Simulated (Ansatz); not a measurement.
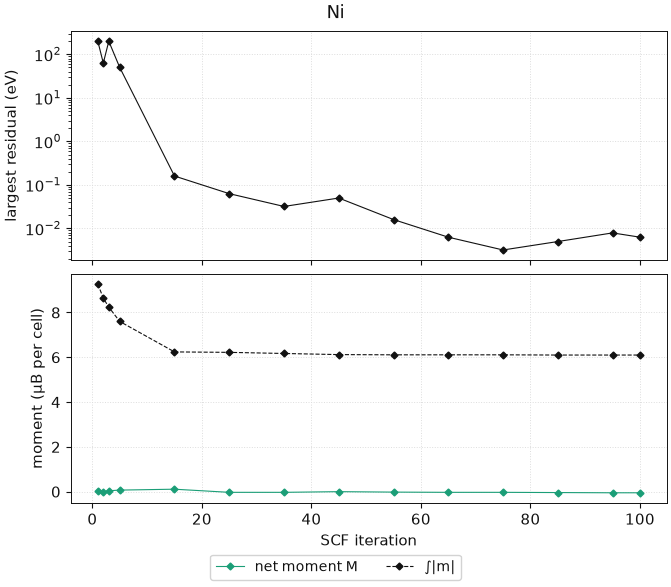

The plot shows the SCF iterations of a calculation: largest residual, magnetic moments. Only some iterations were kept.

Program: Ansatz.

```
crystal:
  lattice:
    - [7.04, 0, 0]
    - [0, 7.04, 0]
    - [0, 0, 3.52]
  symmetry: { detect: false, time_reversal: true }
  atoms:
    - { symbol: Ni, position: [0.0031562, 0.0093894, 0.9957722], spin: 0.9 }
    - { symbol: Ni, position: [0.9978742, 0.2521499, 0.5033065], spin: -0.9 }
    - { symbol: Ni, position: [0.2558616, 0.9989553, 0.4944068], spin: 0.9 }
    - { symbol: Ni, position: [0.2423622, 0.2498076, 0.9872009], spin: -0.9 }
    - { symbol: Ni, position: [0.9971124, 0.5023285, 0.9908196], spin: 0.9 }
    - { symbol: Ni, position: [0.0037002, 0.744527, 0.4938207], spin: -0.9 }
    - { symbol: Ni, position: [0.2506964, 0.5083886, 0.4871736], spin: 0.9 }
    - { symbol: Ni, position: [0.2466269, 0.7528559, 0.9949269], spin: -0.9 }
    - { symbol: Ni, position: [0.494448, 0.9932168, 0.9829651], spin: 0.9 }
    - { symbol: Ni, position: [0.5062833, 0.2444816, 0.5109291], spin: -0.9 }
    - { symbol: Ni, position: [0.7499806, 0.0025708, 0.4993474], spin: 0.9 }
    - { symbol: Ni, position: [0.743937, 0.2469918, 0.9933037], spin: -0.9 }
    - { symbol: Ni, position: [0.503123, 0.5084748, 0.9969868], spin: 0.9 }
    - { symbol: Ni, position: [0.4951709, 0.7489763, 0.4997814], spin: -0.9 }
    - { symbol: Ni, position: [0.7588358, 0.4958599, 0.4851758], spin: 0.9 }
    - { symbol: Ni, position: [0.7571289, 0.7541638, 0.9851618], spin: -0.9 }
hamiltonian:
  xc: r2scan
  pseudopotentials: { kind: nc }
kpoints:
  mp_grid: { grid: [1, 1, 1], shift: [0, 0, 0] }
magnetization:
  spin_polarized: true
scf:
  occupations: { method: fermi_dirac }
  lower_state_search: full
```

Did the calculation converge?

Not converged after 100 iterations. The residual comes down slowly and unevenly, and has reached only 6 × 10⁻³ when the run stops.

What is the residual at the start and at the end?

It starts near 200 and ends near 6 × 10⁻³ eV.

How do the moments develop?

The net moment goes from 0.03 to −0.05 μB per cell, though in an unconverged run this needn't be final.
